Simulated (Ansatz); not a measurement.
# Graphite under r²SCAN: how the Methfessel-Paxton smearing moves the result

Aim: find which Methfessel-Paxton smearing width is enough for energy and pressure. The geometry was relaxed under r²SCAN beforehand and stays fixed; 7 values are run, from 0.01 to 1.0 eV. Wanted are the values from which on the energy stays within 10 and 1 meV/atom, and the pressure within 0.5 GPa, of the narrowest run. Within the series other settings stay, but some runs also write fields, which adds to their time. Spin polarisation is left out.

Program: Ansatz 0.2.0. Level of theory: DFT r²SCAN, plane waves with PAW, scalar-relativistic. These are calculated values, not measurements.

1 further run of the same task is left out (set aside as unsound or not needed).

### Step 1. The system as given

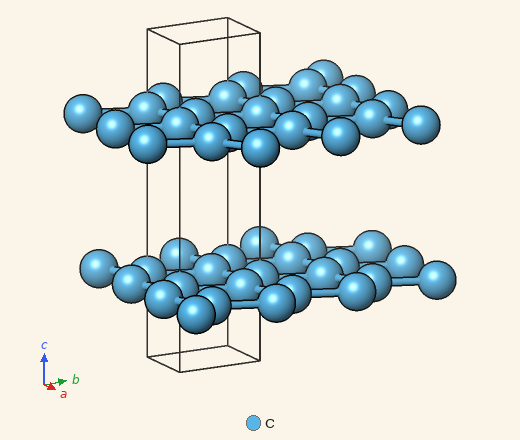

The structure, seen slightly off an axis (carbon blue). 2×2×1 cells are drawn. Any atoms on the faces are drawn again on the opposite ones, and bonded neighbours outside are added.

As a file:

```cif
data_structure
_symmetry_space_group_name_H-M 'P6_3/mmc'
_symmetry_Int_Tables_number 194
_cell_length_a 2.4559
_cell_length_b 2.4559
_cell_length_c 7.0106
_cell_angle_alpha 90.000
_cell_angle_beta 90.000
_cell_angle_gamma 120.000
_cell_volume 36.62
loop_
_atom_site_label
_atom_site_type_symbol
_atom_site_symmetry_multiplicity
_atom_site_Wyckoff_symbol
_atom_site_fract_x
_atom_site_fract_y
_atom_site_fract_z
_atom_site_occupancy
C1 C 2 b 0.00000 0.00000 0.25000 1
C2 C 2 c 0.33333 0.66667 0.25000 1
```

### Step 2. Run at 0.01 eV

The run at 0.01 eV.

The input, input.yaml:

```yaml
crystal:
  lattice:
    - [2.455913445, 0.0, 0.0]
    - [-1.2279567225, 2.1268834329, 0.0]
    - [0.0, 0.0, 7.0106290262]
  atoms:
    - { symbol: C, position: [1.0, 1.0, 0.25] }
    - { symbol: C, position: [0.0, 0.0, 0.75] }
    - { symbol: C, position: [0.3333333333, 0.6666666667, 0.25] }
    - { symbol: C, position: [0.6666666667, 0.3333333333, 0.75] }
hamiltonian:
  xc: r2scan
  pseudopotentials:
    kind: paw
    azcp:
      C: "pseudopotentials/C.paw.azcp"
basis:
  ecutwfc: 500
  fft_grid_basis: typed
kpoints:
  mp_grid: { grid: [15, 15, 5], shift: [0, 0, 0] }
magnetization:
  spin_polarized: false
scf:
  occupations: { method: methfessel_paxton, width: 0.01 }
  lower_state_search: "off"
output:
  stress: true
```

Run with:

```sh
ansatz run input.yaml --threads 2 --pin off --max-ram 5120MiB --backend cpu --events-out ev --progress --plain --runs-dir out
```

What it wrote, shortened:

```text
Warning: RAYON_NUM_THREADS=2 ignored (pool sized by the plan → 2); use --threads N
[...]
Pseudopotentials: kind: paw
Pseudopotential: C, paw, valence charge 4, recommended cutoff 500 eV (meta_gga), <dir>
Functional definition: r2SCAN
[...]
Crystal: 4 atoms, lattice volume = 36.620 Å³
Basis set: ecut = 500 eV, 943 PW (Γ), exchange–correlation on 72×72×216 points (64 copies of the dense FFT grid, shifted against one another)
Bands: 12, of which v1, the nominal top of the filled ones, is band 8 counted from 1 (7 counted from 0)
Symmetry: 24 space group operations
Space group: P63/mmc (ITA 194), of the structure as read, at distance tolerance 3.3e-5 Å
k-points: 81 of 1125
[...]
SCF iter   1: F=—  HF=-1006.593846 eV  |F-HF|=—  |Δ(HF+E_count)|=         —  Δρ=7.39e-3  dr2=5.60e-3  dr2_τ=8.25e-1  ethr=1.77e-3  ⟨swp⟩=6.2  Hψ=5805  notcnv=0
[...]
SCF iter   6: F=-1006.669822 eV  HF=-1006.669822 eV  |F-HF|=1.50e-8  |Δ(HF+E_count)|=   3.89e-7  S|Δr|=    0.00e0  Δρ=1.73e-5  dr2=6.41e-8  dr2_τ=3.54e-9  ethr=6.25e-10  ⟨swp⟩=3.4  Hψ=4299  notcnv=0
[...]
SCF converged after 6 iterations
Stability not checked: this state was not tested for a lower state beside it, because cold or Methfessel-Paxton smearing, or corrected tetrahedra, fill the levels in a way that the test cannot read (fill_not_monotonic; see scf.lower_state_search)
Free energy (F): -1006.669822 eV
[...]
E sigma→0 (E₀):  -1006.669820 eV
Entropy (-TS):   -0.000007 eV (-0.002 meV/atom)
Fermi energy:    6.540824 eV
[...]
--- Stress (GPa, compression-positive) ---
       -0.004094      -0.000000       0.000000
       -0.000000      -0.004094       0.000000
        0.000000       0.000000       0.090541
  P = ⅓ Tr σ = 0.0275 GPa (0.275 kbar)
```

It took 2.1 s on 2 threads of Intel Xeon Platinum 8375C at 2.90GHz (Ice Lake), shared host; peak memory 0.42 GiB.

### Step 3. Run at 0.03 eV

The run at 0.03 eV.

Edit input.yaml of step 2 so:

```diff
@@ -24,3 +24,3 @@
 scf:
-  occupations: { method: methfessel_paxton, width: 0.01 }
+  occupations: { method: methfessel_paxton, width: 0.03 }
   lower_state_search: "off"
```

Run with:

```sh
ansatz run input.yaml --threads 2 --pin off --max-ram 5120MiB --backend cpu --events-out ev --progress --plain --runs-dir out
```

What it wrote, shortened:

```text
Warning: RAYON_NUM_THREADS=2 ignored (pool sized by the plan → 2); use --threads N
[...]
[... 3 set-up lines as earlier in the session ...]
[...]
Crystal: 4 atoms, lattice volume = 36.620 Å³
Basis set: ecut = 500 eV, 943 PW (Γ), exchange–correlation on 72×72×216 points (64 copies of the dense FFT grid, shifted against one another)
Bands: 12, of which v1, the nominal top of the filled ones, is band 8 counted from 1 (7 counted from 0)
[... 2 set-up lines as earlier in the session ...]
k-points: 81 of 1125
[...]
SCF iter   1: F=—  HF=-1006.593897 eV  |F-HF|=—  |Δ(HF+E_count)|=         —  Δρ=7.39e-3  dr2=5.59e-3  dr2_τ=8.25e-1  ethr=1.77e-3  ⟨swp⟩=6.4  Hψ=5747  notcnv=0
[...]
SCF iter   6: F=-1006.669882 eV  HF=-1006.669882 eV  |F-HF|=1.19e-8  |Δ(HF+E_count)|=   2.91e-7  S|Δr|=    0.00e0  Δρ=1.09e-5  dr2=2.41e-8  dr2_τ=1.54e-9  ethr=6.25e-10  ⟨swp⟩=3.1  Hψ=4206  notcnv=0
[...]
SCF converged after 6 iterations
Stability not checked: this state was not tested for a lower state beside it, because cold or Methfessel-Paxton smearing, or corrected tetrahedra, fill the levels in a way that the test cannot read (fill_not_monotonic; see scf.lower_state_search)
Free energy (F): -1006.669882 eV
[...]
E sigma→0 (E₀):  -1006.669850 eV
Entropy (-TS):   -0.000125 eV (-0.031 meV/atom)
Fermi energy:    6.540999 eV
[...]
--- Stress (GPa, compression-positive) ---
       -0.006376      -0.000000       0.000000
       -0.000000      -0.006376       0.000000
        0.000000       0.000000       0.094173
  P = ⅓ Tr σ = 0.0271 GPa (0.271 kbar)
```

Run time: 2.2 s. Hardware: 2 threads of Intel Xeon Platinum 8375C at 2.90GHz (Ice Lake), shared host; peak memory 0.45 GiB.

### Step 4. Run at 0.1 eV

The run at 0.1 eV.

Edit input.yaml of step 3 so:

```diff
@@ -24,3 +24,3 @@
 scf:
-  occupations: { method: methfessel_paxton, width: 0.03 }
+  occupations: { method: methfessel_paxton, width: 0.1 }
   lower_state_search: "off"
```

Run with:

```sh
ansatz run input.yaml --threads 2 --pin off --max-ram 5120MiB --backend cpu --events-out ev --progress --plain --runs-dir out
```

What it wrote, shortened:

```text
Warning: RAYON_NUM_THREADS=2 ignored (pool sized by the plan → 2); use --threads N
[...]
[... 3 set-up lines as earlier in the session ...]
[...]
Crystal: 4 atoms, lattice volume = 36.620 Å³
Basis set: ecut = 500 eV, 943 PW (Γ), exchange–correlation on 72×72×216 points (64 copies of the dense FFT grid, shifted against one another)
Bands: 12, of which v1, the nominal top of the filled ones, is band 8 counted from 1 (7 counted from 0)
[... 2 set-up lines as earlier in the session ...]
k-points: 81 of 1125
[...]
SCF iter   1: F=—  HF=-1006.594199 eV  |F-HF|=—  |Δ(HF+E_count)|=         —  Δρ=7.39e-3  dr2=5.59e-3  dr2_τ=8.25e-1  ethr=1.77e-3  ⟨swp⟩=5.8  Hψ=5493  notcnv=0
[...]
SCF iter   6: F=-1006.670205 eV  HF=-1006.670205 eV  |F-HF|=2.45e-9  |Δ(HF+E_count)|=   7.36e-9  S|Δr|=    0.00e0  Δρ=3.21e-6  dr2=1.43e-9  dr2_τ=1.39e-10  ethr=5.33e-10  ⟨swp⟩=2.6  Hψ=3865  notcnv=0
[...]
SCF converged after 6 iterations
Stability not checked: this state was not tested for a lower state beside it, because cold or Methfessel-Paxton smearing, or corrected tetrahedra, fill the levels in a way that the test cannot read (fill_not_monotonic; see scf.lower_state_search)
Free energy (F): -1006.670205 eV
[...]
E sigma→0 (E₀):  -1006.670096 eV
Entropy (-TS):   -0.000438 eV (-0.110 meV/atom)
Fermi energy:    6.540717 eV
[...]
--- Stress (GPa, compression-positive) ---
       -0.008303      -0.000000       0.000000
       -0.000000      -0.008303       0.000000
        0.000000       0.000000       0.095521
  P = ⅓ Tr σ = 0.0263 GPa (0.263 kbar)
```

Wall time 2.1 s (2 threads of Intel Xeon Platinum 8375C at 2.90GHz (Ice Lake), shared host); peak memory 0.45 GiB.

### Step 5. Run at 0.2 eV

The run at 0.2 eV.

Edit input.yaml of step 4 so:

```diff
@@ -24,3 +24,3 @@
 scf:
-  occupations: { method: methfessel_paxton, width: 0.1 }
+  occupations: { method: methfessel_paxton, width: 0.2 }
   lower_state_search: "off"
@@ -28 +28,5 @@
   stress: true
+  write_density: true
+  write_potential: true
+  elf: true
+  volumetric_format: npy
```

Run with:

```sh
ansatz run input.yaml --threads 2 --pin off --max-ram 5120MiB --backend cpu --events-out ev --progress --plain --runs-dir out
```

What it wrote, shortened:

```text
Warning: RAYON_NUM_THREADS=2 ignored (pool sized by the plan → 2); use --threads N
[...]
[... 3 set-up lines as earlier in the session ...]
[...]
Crystal: 4 atoms, lattice volume = 36.620 Å³
Basis set: ecut = 500 eV, 943 PW (Γ), exchange–correlation on 72×72×216 points (64 copies of the dense FFT grid, shifted against one another)
Bands: 12, of which v1, the nominal top of the filled ones, is band 8 counted from 1 (7 counted from 0)
[... 2 set-up lines as earlier in the session ...]
k-points: 81 of 1125
[...]
SCF iter   1: F=—  HF=-1006.594621 eV  |F-HF|=—  |Δ(HF+E_count)|=         —  Δρ=7.39e-3  dr2=5.60e-3  dr2_τ=8.25e-1  ethr=1.77e-3  ⟨swp⟩=5.3  Hψ=5402  notcnv=0
[...]
SCF iter   6: F=-1006.670627 eV  HF=-1006.670627 eV  |F-HF|=1.11e-9  |Δ(HF+E_count)|=   1.16e-8  S|Δr|=    0.00e0  Δρ=2.76e-6  dr2=1.01e-9  dr2_τ=1.18e-10  ethr=4.18e-10  ⟨swp⟩=6.2  Hψ=6149  notcnv=0
[...]
SCF converged after 6 iterations
Stability not checked: this state was not tested for a lower state beside it, because cold or Methfessel-Paxton smearing, or corrected tetrahedra, fill the levels in a way that the test cannot read (fill_not_monotonic; see scf.lower_state_search)
Free energy (F): -1006.670627 eV
[...]
E sigma→0 (E₀):  -1006.670405 eV
Entropy (-TS):   -0.000887 eV (-0.222 meV/atom)
Fermi energy:    6.541606 eV
[...]
--- Stress (GPa, compression-positive) ---
       -0.008538      -0.000000       0.000000
       -0.000000      -0.008538       0.000000
        0.000000       0.000000       0.096526
  P = ⅓ Tr σ = 0.0265 GPa (0.265 kbar)
--- Band table (eV; the first three rows and the last of 81) ---
  k-point 0: bands = ["-14.4032", "-14.1941", "-2.3332", "-0.7258", "3.3066", "3.3066", "3.3185", "3.3185", "10.5864", "15.2971", "15.2971", "15.3341"]
[...]
```

It took 3.1 s on 2 threads of Intel Xeon Platinum 8375C at 2.90GHz (Ice Lake), shared host; peak memory 0.45 GiB.

### Step 6. Run at 0.3 eV

The run at 0.3 eV.

Edit input.yaml of step 5 so:

```diff
@@ -24,3 +24,3 @@
 scf:
-  occupations: { method: methfessel_paxton, width: 0.2 }
+  occupations: { method: methfessel_paxton, width: 0.3 }
   lower_state_search: "off"
@@ -28,5 +28 @@
   stress: true
-  write_density: true
-  write_potential: true
-  elf: true
-  volumetric_format: npy
```

Run with:

```sh
ansatz run input.yaml --threads 2 --pin off --max-ram 5120MiB --backend cpu --events-out ev --progress --plain --runs-dir out
```

What it wrote, shortened:

```text
Warning: RAYON_NUM_THREADS=2 ignored (pool sized by the plan → 2); use --threads N
[...]
[... 3 set-up lines as earlier in the session ...]
[...]
Crystal: 4 atoms, lattice volume = 36.620 Å³
Basis set: ecut = 500 eV, 943 PW (Γ), exchange–correlation on 72×72×216 points (64 copies of the dense FFT grid, shifted against one another)
Bands: 12, of which v1, the nominal top of the filled ones, is band 8 counted from 1 (7 counted from 0)
[... 2 set-up lines as earlier in the session ...]
k-points: 81 of 1125
[...]
SCF iter   1: F=—  HF=-1006.595104 eV  |F-HF|=—  |Δ(HF+E_count)|=         —  Δρ=7.39e-3  dr2=5.60e-3  dr2_τ=8.25e-1  ethr=1.77e-3  ⟨swp⟩=5.1  Hψ=5359  notcnv=0
[...]
SCF iter   7: F=-1006.671081 eV  HF=-1006.671081 eV  |F-HF|=2.67e-9  |Δ(HF+E_count)|=   6.54e-8  S|Δr|=    0.00e0  Δρ=1.17e-5  dr2=2.15e-8  dr2_τ=1.19e-9  ethr=6.25e-10  ⟨swp⟩=4.7  Hψ=3349  notcnv=0
[...]
SCF converged after 7 iterations
Stability not checked: this state was not tested for a lower state beside it, because cold or Methfessel-Paxton smearing, or corrected tetrahedra, fill the levels in a way that the test cannot read (fill_not_monotonic; see scf.lower_state_search)
Free energy (F): -1006.671081 eV
[...]
E sigma→0 (E₀):  -1006.670743 eV
Entropy (-TS):   -0.001354 eV (-0.339 meV/atom)
Fermi energy:    6.541799 eV
[...]
--- Stress (GPa, compression-positive) ---
       -0.006737      -0.000000       0.000000
       -0.000000      -0.006737       0.000000
        0.000000       0.000000       0.097558
  P = ⅓ Tr σ = 0.0280 GPa (0.280 kbar)
```

Run time: 2.2 s. Hardware: 2 threads of Intel Xeon Platinum 8375C at 2.90GHz (Ice Lake), shared host; peak memory 0.45 GiB.

### Step 7. Run at 0.6 eV

The run at 0.6 eV.

Edit input.yaml of step 6 so:

```diff
@@ -24,3 +24,3 @@
 scf:
-  occupations: { method: methfessel_paxton, width: 0.3 }
+  occupations: { method: methfessel_paxton, width: 0.6 }
   lower_state_search: "off"
```

Run with:

```sh
ansatz run input.yaml --threads 2 --pin off --max-ram 5120MiB --backend cpu --events-out ev --progress --plain --runs-dir out
```

What it wrote, shortened:

```text
Warning: RAYON_NUM_THREADS=2 ignored (pool sized by the plan → 2); use --threads N
[...]
[... 3 set-up lines as earlier in the session ...]
[...]
Crystal: 4 atoms, lattice volume = 36.620 Å³
Basis set: ecut = 500 eV, 943 PW (Γ), exchange–correlation on 72×72×216 points (64 copies of the dense FFT grid, shifted against one another)
Bands: 12, of which v1, the nominal top of the filled ones, is band 8 counted from 1 (7 counted from 0)
[... 2 set-up lines as earlier in the session ...]
k-points: 81 of 1125
[...]
SCF iter   1: F=—  HF=-1006.595398 eV  |F-HF|=—  |Δ(HF+E_count)|=         —  Δρ=7.39e-3  dr2=5.60e-3  dr2_τ=8.25e-1  ethr=1.77e-3  ⟨swp⟩=5.6  Hψ=5348  notcnv=0
[...]
SCF iter   7: F=-1006.671388 eV  HF=-1006.671388 eV  |F-HF|=2.30e-9  |Δ(HF+E_count)|=   6.29e-8  S|Δr|=    0.00e0  Δρ=1.21e-5  dr2=2.25e-8  dr2_τ=1.25e-9  ethr=6.25e-10  ⟨swp⟩=4.8  Hψ=3416  notcnv=0
[...]
SCF converged after 7 iterations
Stability not checked: this state was not tested for a lower state beside it, because cold or Methfessel-Paxton smearing, or corrected tetrahedra, fill the levels in a way that the test cannot read (fill_not_monotonic; see scf.lower_state_search)
Free energy (F): -1006.671388 eV
[...]
E sigma→0 (E₀):  -1006.672321 eV
Entropy (-TS):   0.003732 eV (0.933 meV/atom)
Fermi energy:    6.543719 eV
[...]
--- Stress (GPa, compression-positive) ---
       -0.047894      -0.000000       0.000000
       -0.000000      -0.047894       0.000000
        0.000000       0.000000       0.139049
  P = ⅓ Tr σ = 0.0144 GPa (0.144 kbar)
```

Run time: 2.1 s. Hardware: 2 threads of Intel Xeon Platinum 8375C at 2.90GHz (Ice Lake), shared host; peak memory 0.45 GiB.

### Step 8. Run at 1.0 eV

The run at 1.0 eV.

Edit input.yaml of step 7 so:

```diff
@@ -24,3 +24,3 @@
 scf:
-  occupations: { method: methfessel_paxton, width: 0.6 }
+  occupations: { method: methfessel_paxton, width: 1.0 }
   lower_state_search: "off"
```

Run with:

```sh
ansatz run input.yaml --threads 2 --pin off --max-ram 5120MiB --backend cpu --events-out ev --progress --plain --runs-dir out
```

What it wrote, shortened:

```text
Warning: RAYON_NUM_THREADS=2 ignored (pool sized by the plan → 2); use --threads N
band count auto-derived: 13 (N_el = 16.0; filled up to band 8; 12 by the electrons, moments and atoms)
[...]
[... 3 set-up lines as earlier in the session ...]
[...]
Crystal: 4 atoms, lattice volume = 36.620 Å³
Basis set: ecut = 500 eV, 943 PW (Γ), exchange–correlation on 72×72×216 points (64 copies of the dense FFT grid, shifted against one another)
Bands: 13, of which v1, the nominal top of the filled ones, is band 8 counted from 1 (7 counted from 0)
[... 2 set-up lines as earlier in the session ...]
k-points: 81 of 1125
[...]
SCF iter   1: F=—  HF=-1006.585017 eV  |F-HF|=—  |Δ(HF+E_count)|=         —  Δρ=7.39e-3  dr2=5.61e-3  dr2_τ=8.25e-1  ethr=1.77e-3  ⟨swp⟩=5.9  Hψ=5587  notcnv=0
[...]
SCF iter   7: F=-1006.661152 eV  HF=-1006.661152 eV  |F-HF|=2.74e-9  |Δ(HF+E_count)|=   6.71e-8  S|Δr|=    0.00e0  Δρ=1.36e-5  dr2=2.82e-8  dr2_τ=1.64e-9  ethr=6.25e-10  ⟨swp⟩=4.7  Hψ=3510  notcnv=0
[...]
SCF converged after 7 iterations
Stability not checked: this state was not tested for a lower state beside it, because cold or Methfessel-Paxton smearing, or corrected tetrahedra, fill the levels in a way that the test cannot read (fill_not_monotonic; see scf.lower_state_search)
Free energy (F): -1006.661152 eV
[...]
E sigma→0 (E₀):  -1006.673033 eV
Entropy (-TS):   0.047524 eV (11.881 meV/atom)
Fermi energy:    6.706095 eV
[...]
--- Stress (GPa, compression-positive) ---
       -0.186291      -0.000000       0.000000
       -0.000000      -0.186291       0.000000
        0.000000       0.000000       0.160677
  P = ⅓ Tr σ = -0.0706 GPa (-0.706 kbar)
```

Wall time 2.1 s (2 threads of Intel Xeon Platinum 8375C at 2.90GHz (Ice Lake), shared host); peak memory 0.45 GiB.

### Step 9. All values side by side

Differences are taken from the run at 0.01 eV.

```
smearing (eV)  F (meV/atom)  E(σ → 0) (meV/atom)  P (GPa)  SCF cycles  CPU time
         0.01          0.00                 0.00     0.03           6     3.8 s
         0.03         -0.02                -0.01     0.03           6     4.1 s
          0.1         -0.10                -0.07     0.03           6       4 s
          0.2         -0.20                -0.15     0.03           6     5.7 s
          0.3         -0.31                -0.23     0.03           7     4.1 s
          0.6         -0.39                -0.63     0.01           7     3.8 s
          1.0          2.17                -0.80    -0.07           7     3.9 s
```

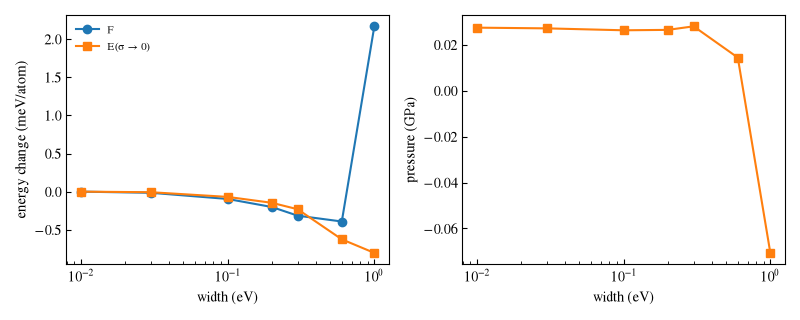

Energy and pressure against the Methfessel-Paxton smearing width.

### Step 10. Summary of results

| quantity | value |
| --- | --- |
| E(σ → 0) stays within 10 meV/atom of 0.01 eV | up to 1.0 eV |
| E(σ → 0) stays within 1 meV/atom | up to 1.0 eV |
| pressure stays within 0.5 GPa | up to 1.0 eV |
| pressure at 0.01 eV | 0.03 GPa |

What this shows: The far end, 1.0 eV, lies -0.8 meV/atom and -0.1 GPa from the yardstick. The free energy F moves by +2.2 meV/atom over the range, and the estimate for σ → 0 by -0.8. This scheme cancels the term in the square of the width, so F moves little up to 0.2 eV. The mesh (15×15×5) is fixed, so the narrowest widths carry a k-point error of their own. The cell taken over is 4 % larger than the measured one (8.82 Å³/atom, COD).
